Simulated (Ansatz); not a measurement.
# Geometry relaxation, with input and output: Si$_{16}$S (part 2 of 6)

Continued. System: Si$_{16}$S (slab, 17 atoms in the cell). Method: DFT PBE, scalar-relativistic, plane waves, PAW, PAW set soft_1, spin-polarised (Ansatz 0.2.0); cutoff 420 eV, 4×4×1 k-mesh, Gaussian smearing of 0.05 eV, collinear spins. The structure derives from a Materials Project entry. The input holds or restrains some coordinates. Forces given for the steps count only the free coordinates.

Geometry of the input (Å; fractional positions):
```
7.7022  0.0000  0.0000
0.0000  6.3647  0.0000
0.0000  0.0000  19.7525
Si 0.0000  0.9371  0.2025
Si 0.5000  0.9371  0.2025
Si 0.0000  0.5629  0.2025
Si 0.5000  0.5629  0.2025
Si 0.2500  0.4371  0.2588
Si 0.7500  0.4371  0.2588
Si 0.2500  0.0629  0.2588
Si 0.7500  0.0629  0.2588
Si 0.2500  0.9333  0.3721
Si 0.7500  0.9333  0.3721
Si 0.2500  0.5667  0.3721
Si 0.7500  0.5667  0.3721
Si 0.0000  0.4260  0.4178
Si 0.5000  0.4260  0.4178
Si 0.0000  0.0740  0.4178
Si 0.5000  0.0740  0.4178
S  0.2500  0.5927  0.4836
```

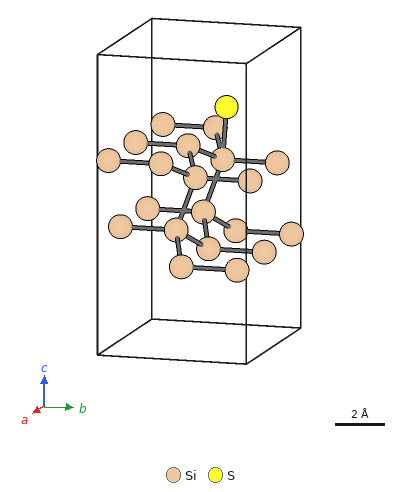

The geometry at step 1 of the log (ball-and-stick view of the cell of the calculation, with the vacuum cut short, seen slightly off an axis).

Log, continued:
```
SCF iter   1: F=—  HF=-11068.451895 eV  |F-HF|=—  |Δ(HF+E_count)|=         —  Δρ=1.50e-2 (↑1.45e-2 ↓1.50e-2)  dr2=9.70e0  dr2_m=4.49e-1  M=0.492 μB ∫|m|=0.839 μB  β_m=0.30  ethr=3.10e-3  p=-0.000 e·Å  D=-2.57e-8 V/Å  ΔV_dip=0.00 eV  dr2_dipole=9.03e-3  V_vac-E_F(+/−)=6.23/6.23 eV  ⟨swp⟩=9.7  Hψ=6075  notcnv=0  defer=43
efield: sawtooth ramp at fractional position 0.8230 (placed from the atoms, in the widest stretch of the axis that holds none; the zero of the levels goes with the place), width 0.0400; the density the first Hamiltonian is built on has a dipole p = -0.000 e·Å; the dipole correction subtracts the counter field D = -2.57e-8 V/Å, which shifts the + side's vacuum level by +0.00 eV against the − side's; the planar-averaged density in the ramp window peaks in size at 4.4e-8 e/Å³
preconditioner: auto → Resta (q_TF=auto, 1.761 Å⁻¹)  ε∞=2.7  [insulator: Δε(μ)=0.057 eV  Ē_g=7.536 eV  σ=0.050 eV  W_gap=0.52  n_scr=84 (ndim 8)  ℏωp=9.9 eV  f_vac=0.535  D(μ)=4.07/eV (n_scr^D=6)  ε∞_Penn≈2.7  vacuum switching on, ρ_ref=4.1e-3 e/Å³]
spin=Collinear: Resta preconditioning applied to the charge; magnetization (m = ρ↑ − ρ↓) channel mixes plain (no charge-response kernel on spin).
SCF iter   2: F=—  HF=-11067.231998 eV  |F-HF|=—  |Δ(HF+E_count)|=    1.22e0  Δρ=1.09e-2 (↑9.95e-3 ↓1.09e-2)  dr2=3.37e0  dr2_m=2.75e-1  M=0.389 μB ∫|m|=0.703 μB  β_m=0.30  ethr=3.10e-3  p=0.031 e·Å  D=5.70e-3 V/Å  ΔV_dip=-0.11 eV  dr2_dipole=1.48e-2  V_vac-E_F(+/−)=5.59/5.70 eV  ⟨swp⟩=3.7  Hψ=1651  notcnv=0  defer=208  κ⁻¹=1.0e0(r=1)
preconditioner: auto → LDOS  [metal: Δε(μ)=0.039 eV  Ē_g=7.605 eV  σ=0.050 eV  W_gap=0.37  n_scr=84 (ndim 8)  ℏωp=10.0 eV  f_vac=0.536  D(μ)=6.64/eV (n_scr^D=22)]
spin=Collinear: LDOS preconditioning applied to the charge; magnetization (m = ρ↑ − ρ↓) channel mixes plain (no charge-response kernel on spin).
SCF iter   3: F=—  HF=-11066.711046 eV  |F-HF|=—  |Δ(HF+E_count)|=   5.21e-1  Δρ=6.43e-3 (↑5.35e-3 ↓6.43e-3)  dr2=7.79e-1  dr2_m=1.65e-1  M=0.277 μB ∫|m|=0.576 μB  β_m=0.30  ethr=3.10e-3  p=0.035 e·Å  D=6.56e-3 V/Å  ΔV_dip=-0.13 eV  dr2_dipole=3.59e-2  V_vac-E_F(+/−)=5.03/5.16 eV  ⟨swp⟩=3.5  Hψ=1418  notcnv=0  defer=208  κ⁻¹=4.1e-2(r=2)
SCF iter   4: F=—  HF=-11066.668327 eV  |F-HF|=—  |Δ(HF+E_count)|=   4.27e-2  Δρ=3.60e-3 (↑3.22e-3 ↓3.60e-3)  dr2=5.35e-2  dr2_m=9.55e-2  M=0.255 μB ∫|m|=0.516 μB  β_m=0.30  ethr=1.11e-3  p=-0.000 e·Å  D=-5.03e-6 V/Å  ΔV_dip=0.00 eV  dr2_dipole=1.48e-3  V_vac-E_F(+/−)=4.91/4.91 eV  ⟨swp⟩=3.3  Hψ=1623  notcnv=0  defer=209  κ⁻¹=8.9e-4(r=3)
SCF iter   5: F=—  HF=-11066.720204 eV  |F-HF|=—  |Δ(HF+E_count)|=   5.19e-2  Δρ=2.70e-3 (↑2.48e-3 ↓2.70e-3)  dr2=1.69e-2  dr2_m=5.71e-2  M=0.204 μB ∫|m|=0.446 μB  β_m=0.30  ethr=7.64e-5  p=-0.006 e·Å  D=-1.18e-3 V/Å  ΔV_dip=0.02 eV  dr2_dipole=3.11e-4  V_vac-E_F(+/−)=4.82/4.80 eV  ⟨swp⟩=2.5  Hψ=1422  notcnv=0  defer=201  κ⁻¹=5.9e-4(r=4)
SCF iter   6: F=—  HF=-11066.750754 eV  |F-HF|=—  |Δ(HF+E_count)|=   3.05e-2  Δρ=2.05e-3 (↑1.91e-3 ↓2.05e-3)  dr2=3.39e-3  dr2_m=3.43e-2  M=0.179 μB ∫|m|=0.398 μB  β_m=0.30  ethr=2.41e-5  p=-0.013 e·Å  D=-2.39e-3 V/Å  ΔV_dip=0.05 eV  dr2_dipole=1.44e-6  V_vac-E_F(+/−)=4.85/4.80 eV  ⟨swp⟩=2.3  Hψ=1286  notcnv=0  defer=201  κ⁻¹=1.5e-4(r=5)
SCF iter   7: F=—  HF=-11066.769911 eV  |F-HF|=—  |Δ(HF+E_count)|=   1.92e-2  Δρ=1.54e-3 (↑1.53e-3 ↓1.54e-3)  dr2=8.48e-4  dr2_m=2.07e-2  M=0.159 μB ∫|m|=0.355 μB  β_m=0.47  ethr=4.85e-6  p=-0.019 e·Å  D=-3.58e-3 V/Å  ΔV_dip=0.07 eV  dr2_dipole=8.33e-6  V_vac-E_F(+/−)=4.84/4.77 eV  ⟨swp⟩=2.1  Hψ=1477  notcnv=0  defer=201
Mixer restart at iter 7: flushing history
spin-set hold released at iteration 7 (site moments contracting): the magnetisation degrees of freedom join the quasi-Newton model from the next iteration; the mixer history was flushed
SCF iter   8: F=—  HF=-11066.785867 eV  |F-HF|=—  |Δ(HF+E_count)|=   1.60e-2  Δρ=1.04e-3 (↑1.00e-3 ↓1.04e-3)  dr2=3.30e-4  dr2_m=9.23e-3  M=0.131 μB ∫|m|=0.299 μB  β_m=0.61  ethr=1.21e-6  p=-0.019 e·Å  D=-3.62e-3 V/Å  ΔV_dip=0.07 eV  dr2_dipole=1.03e-5  V_vac-E_F(+/−)=4.84/4.77 eV  ⟨swp⟩=2.9  Hψ=1634  notcnv=0  defer=201
density mixer auto → msr1: a metal under ldos (density of states about μ 0.72 of a free-electron gas's, 84 screened modes)
SCF iter   9: F=—  HF=-11066.798765 eV  |F-HF|=—  |Δ(HF+E_count)|=   1.29e-2  Δρ=1.13e-4 (↑1.13e-4 ↓1.02e-4)  dr2=4.74e-5  dr2_m=9.80e-5  M=0.082 μB ∫|m|=0.175 μB  β_m=0.75  ethr=4.72e-7  p=-0.022 e·Å  D=-4.16e-3 V/Å  ΔV_dip=0.08 eV  dr2_dipole=1.72e-6  V_vac-E_F(+/−)=4.83/4.75 eV  ⟨swp⟩=3.9  Hψ=2257  notcnv=0  defer=204
SCF iter  10: F=—  HF=-11066.799019 eV  |F-HF|=—  |Δ(HF+E_count)|=   2.54e-4  Δρ=5.25e-5 (↑4.90e-5 ↓5.25e-5)  dr2=3.88e-5  dr2_m=1.97e-5  M=0.080 μB ∫|m|=0.157 μB  β_m=0.79  ethr=2.23e-8  p=-0.023 e·Å  D=-4.23e-3 V/Å  ΔV_dip=0.08 eV  dr2_dipole=2.32e-6  V_vac-E_F(+/−)=4.83/4.75 eV  ⟨swp⟩=23.9  Hψ=8225  notcnv=0
SCF iter  11: F=—  HF=-11066.799082 eV  |F-HF|=—  |Δ(HF+E_count)|=   6.30e-5  Δρ=2.46e-5 (↑2.27e-5 ↓2.46e-5)  dr2=6.53e-6  dr2_m=4.59e-6  M=0.079 μB ∫|m|=0.148 μB  β_m=0.84  ethr=2.23e-8  p=-0.023 e·Å  D=-4.34e-3 V/Å  ΔV_dip=0.09 eV  dr2_dipole=1.69e-7  V_vac-E_F(+/−)=4.83/4.75 eV  ⟨swp⟩=7.8  Hψ=5138  notcnv=0
SCF iter  12: F=—  HF=-11066.799100 eV  |F-HF|=—  |Δ(HF+E_count)|=   1.82e-5  Δρ=1.34e-5 (↑1.34e-5 ↓1.27e-5)  dr2=1.22e-6  dr2_m=1.45e-6  M=0.078 μB ∫|m|=0.143 μB  β_m=0.92  ethr=9.33e-9  p=-0.023 e·Å  D=-4.37e-3 V/Å  ΔV_dip=0.09 eV  dr2_dipole=3.46e-9  V_vac-E_F(+/−)=4.83/4.74 eV  ⟨swp⟩=8.7  Hψ=4360  notcnv=0
SCF iter  13: F=—  HF=-11066.799108 eV  |F-HF|=—  |Δ(HF+E_count)|=   7.99e-6  Δρ=6.96e-6 (↑6.63e-6 ↓6.96e-6)  dr2=8.10e-7  dr2_m=3.45e-7  M=0.077 μB ∫|m|=0.141 μB  β_m=0.90  ethr=1.74e-9  p=-0.023 e·Å  D=-4.37e-3 V/Å  ΔV_dip=0.09 eV  dr2_dipole=2.91e-11  V_vac-E_F(+/−)=4.83/4.74 eV  ⟨swp⟩=7.9  Hψ=3985  notcnv=0
SCF iter  14: F=—  HF=-11066.799110 eV  |F-HF|=—  |Δ(HF+E_count)|=   1.95e-6  Δρ=3.78e-6 (↑3.78e-6 ↓3.69e-6)  dr2=1.23e-7  dr2_m=1.16e-7  M=0.076 μB ∫|m|=0.140 μB  β_m=0.95  ethr=1.16e-9  p=-0.023 e·Å  D=-4.38e-3 V/Å  ΔV_dip=0.09 eV  dr2_dipole=2.22e-8  V_vac-E_F(+/−)=4.83/4.74 eV  ⟨swp⟩=6.8  Hψ=3687  notcnv=0
SCF iter  15: F=—  HF=-11066.799111 eV  |F-HF|=—  |Δ(HF+E_count)|=   7.85e-7  Δρ=2.51e-6 (↑2.27e-6 ↓2.51e-6)  dr2=6.83e-8  dr2_m=4.69e-8  M=0.075 μB ∫|m|=0.139 μB  β_m=0.97  ethr=1.75e-10  p=-0.023 e·Å  D=-4.37e-3 V/Å  ΔV_dip=0.09 eV  dr2_dipole=3.22e-10  V_vac-E_F(+/−)=4.83/4.74 eV  ⟨swp⟩=5.3  Hψ=2728  notcnv=0
SCF iter  16: F=—  HF=-11066.799111 eV  |F-HF|=—  |Δ(HF+E_count)|=   3.37e-7  Δρ=2.04e-6 (↑1.99e-6 ↓2.04e-6)  dr2=1.82e-8  dr2_m=3.53e-8  M=0.074 μB ∫|m|=0.138 μB  β_m=0.99  ethr=9.76e-11  p=-0.023 e·Å  D=-4.38e-3 V/Å  ΔV_dip=0.09 eV  dr2_dipole=4.43e-9  V_vac-E_F(+/−)=4.83/4.74 eV  ⟨swp⟩=5.2  Hψ=2885  notcnv=0
SCF iter  17: F=—  HF=-11066.799111 eV  |F-HF|=—  |Δ(HF+E_count)|=   3.37e-7  Δρ=2.02e-6 (↑1.92e-6 ↓2.02e-6)  dr2=5.85e-9  dr2_m=3.40e-8  M=0.073 μB ∫|m|=0.136 μB  β_m=0.99  ethr=2.61e-11  p=-0.023 e·Å  D=-4.37e-3 V/Å  ΔV_dip=0.09 eV  dr2_dipole=2.45e-10  V_vac-E_F(+/−)=4.83/4.74 eV  ⟨swp⟩=4.0  Hψ=2481  notcnv=0
SCF iter  18: F=—  HF=-11066.799111 eV  |F-HF|=—  |Δ(HF+E_count)|=   1.89e-7  Δρ=1.91e-6 (↑1.85e-6 ↓1.91e-6)  dr2=3.69e-9  dr2_m=3.11e-8  M=0.072 μB ∫|m|=0.135 μB  β_m=1.00  ethr=8.36e-12  p=-0.023 e·Å  D=-4.37e-3 V/Å  ΔV_dip=0.09 eV  dr2_dipole=5.59e-10  V_vac-E_F(+/−)=4.83/4.74 eV  ⟨swp⟩=3.1  Hψ=1769  notcnv=0
SCF iter  19: F=—  HF=-11066.799112 eV  |F-HF|=—  |Δ(HF+E_count)|=   4.10e-7  Δρ=1.89e-6 (↑1.78e-6 ↓1.89e-6)  dr2=7.41e-9  dr2_m=2.93e-8  M=0.071 μB ∫|m|=0.133 μB  β_m=1.00  ethr=5.27e-12  p=-0.023 e·Å  D=-4.37e-3 V/Å  ΔV_dip=0.09 eV  dr2_dipole=6.03e-10  V_vac-E_F(+/−)=4.83/4.74 eV  ⟨swp⟩=5.0  Hψ=3149  notcnv=0
SCF iter  20: F=—  HF=-11066.799113 eV  |F-HF|=—  |Δ(HF+E_count)|=   1.32e-6  Δρ=1.70e-6 (↑1.70e-6 ↓1.66e-6)  dr2=7.58e-9  dr2_m=2.45e-8  M=0.067 μB ∫|m|=0.125 μB  β_m=1.00  ethr=5.27e-12  p=-0.023 e·Å  D=-4.37e-3 V/Å  ΔV_dip=0.09 eV  dr2_dipole=5.83e-12  V_vac-E_F(+/−)=4.83/4.74 eV  ⟨swp⟩=7.1  Hψ=3935  notcnv=0
SCF iter  21: F=—  HF=-11066.799114 eV  |F-HF|=—  |Δ(HF+E_count)|=   9.77e-7  Δρ=1.54e-6 (↑1.54e-6 ↓1.53e-6)  dr2=6.79e-9  dr2_m=2.05e-8  M=0.063 μB ∫|m|=0.119 μB  β_m=1.00  ethr=5.27e-12  p=-0.023 e·Å  D=-4.37e-3 V/Å  ΔV_dip=0.09 eV  dr2_dipole=5.38e-16  V_vac-E_F(+/−)=4.83/4.74 eV  ⟨swp⟩=6.6  Hψ=3673  notcnv=0
SCF iter  22: F=—  HF=-11066.799116 eV  |F-HF|=—  |Δ(HF+E_count)|=   2.07e-6  Δρ=1.22e-6 (↑1.22e-6 ↓1.21e-6)  dr2=7.84e-9  dr2_m=1.26e-8  M=0.055 μB ∫|m|=0.103 μB  β_m=1.00  ethr=5.27e-12  p=-0.023 e·Å  D=-4.37e-3 V/Å  ΔV_dip=0.09 eV  dr2_dipole=2.61e-10  V_vac-E_F(+/−)=4.83/4.74 eV  ⟨swp⟩=8.9  Hψ=4375  notcnv=0
SCF iter  23: F=-11066.799117 eV  HF=-11066.799117 eV  |F-HF|=1.91e-8  |Δ(HF+E_count)|=   1.04e-6  Δρ=1.07e-6 (↑1.07e-6 ↓9.97e-7)  dr2=7.25e-9  dr2_m=9.00e-9  M=0.050 μB ∫|m|=0.093 μB  ethr=5.27e-12  p=-0.023 e·Å  D=-4.37e-3 V/Å  ΔV_dip=0.09 eV  dr2_dipole=1.13e-9  V_vac-E_F(+/−)=4.83/4.74 eV  ⟨swp⟩=7.9  Hψ=4135  notcnv=0
SCF 1 converged in 23 iterations: F = -11066.799117 eV  dr2 = 7.25e-9
  greatest PAW one-centre occupation: 0.873 electrons in one spin orbital (limit 2), on the S atom at site 16 (counted from 0), in its partial waves of l = 0
relax step   1: F+E_penalty+E_count = -11066.79911733 eV  Δ(F+E_penalty+E_count) = +0.000e0 eV  max|allowed force component| = 1.150e0 eV/Å  Δτ_max = 0.0000 Å  (23 SCF iters, dr2 threshold 1.56e-5 eV, accepted)
Initial density: handed on by an earlier stage of this run
Starting moments: Σ|m| = 2 μB on 1 of 17 sites; this step starts from the density that it was given
Initial wavefunctions: those handed on with the density
iter 1 solved again at ethr=2.65e-5 eV; its pass at ethr=3.10e-3 eV (dr2=1.86e-2 eV) is discarded
```
